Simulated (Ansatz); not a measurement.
System: HfO₂, space group P2_12_12, 12 atoms in the cell.

```cif
data_structure
_symmetry_space_group_name_H-M 'P 1'
_symmetry_Int_Tables_number 1
_cell_length_a 5.0803
_cell_length_b 5.1649
_cell_length_c 4.8909
_cell_angle_alpha 90.000
_cell_angle_beta 90.000
_cell_angle_gamma 90.000
_cell_volume 128.33
loop_
_atom_site_label
_atom_site_type_symbol
_atom_site_fract_x
_atom_site_fract_y
_atom_site_fract_z
_atom_site_occupancy
Hf1 Hf 0.22259 0.78180 0.27207 1
Hf2 Hf 0.72259 0.71820 0.72793 1
Hf3 Hf 0.77741 0.21820 0.27207 1
Hf4 Hf 0.27741 0.28180 0.72793 1
O1 O 0.18682 0.16365 0.10453 1
O2 O 0.68682 0.33635 0.89547 1
O3 O 0.81318 0.83635 0.10453 1
O4 O 0.31318 0.66365 0.89547 1
O5 O 0.00000 0.50000 0.48905 1
O6 O 0.50000 0.00000 0.51095 1
O7 O 0.00000 0.00000 0.57562 1
O8 O 0.50000 0.50000 0.42438 1
```

Computed with Ansatz 0.2.0: PBEsol, Ansatz PAW, no spin polarisation, no spin-orbit coupling, 5×5×6 k mesh, 420 eV cutoff, Fermi-Dirac smearing of 0.05 eV.

What will the band structure look like? The path is Γ–X–S–Y–Γ–Z–U–R–T–Z|Y–T|U–X|S–R.

A wide-gap semiconductor or insulator. The gap along this path is 3.75 eV and direct: both edges lie at X. The top valence level at X is a single band, not degenerate (spin aside). The next level lies only 0.04 eV lower. The top valence band spans 0.4 eV and the lowest conduction band 1.2 eV. The direct gaps are 5.25 eV at R, 4.85 eV at U and 4.80 eV at Y.

Spin-orbit coupling is left out, which matters for Hf. The PAW data sets were made with another functional. LDA, GGA and most meta-GGA functionals understate gaps. The usual form of HfO2 is monoclinic. In reduced coordinates of the cell that was run, X is (0, 0, 0.5), S is (0.5, 0, 0.5), Y is (0.5, 0, 0), Z is (0, 0.5, 0), U is (0, 0.5, 0.5), R is (0.5, 0.5, 0.5) and T is (0.5, 0.5, 0).

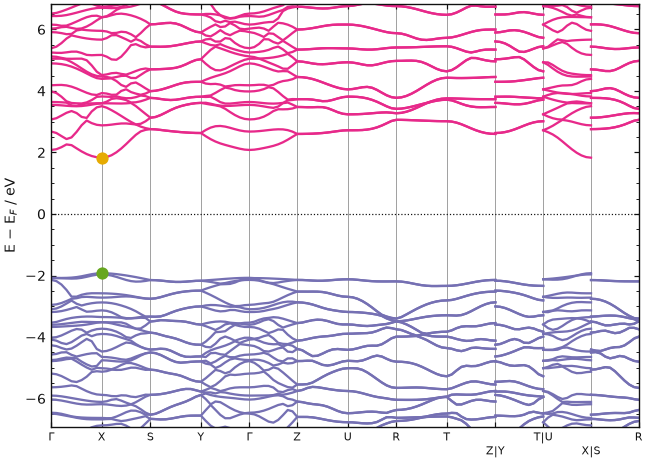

Band structure. Energies are counted from the Fermi level.
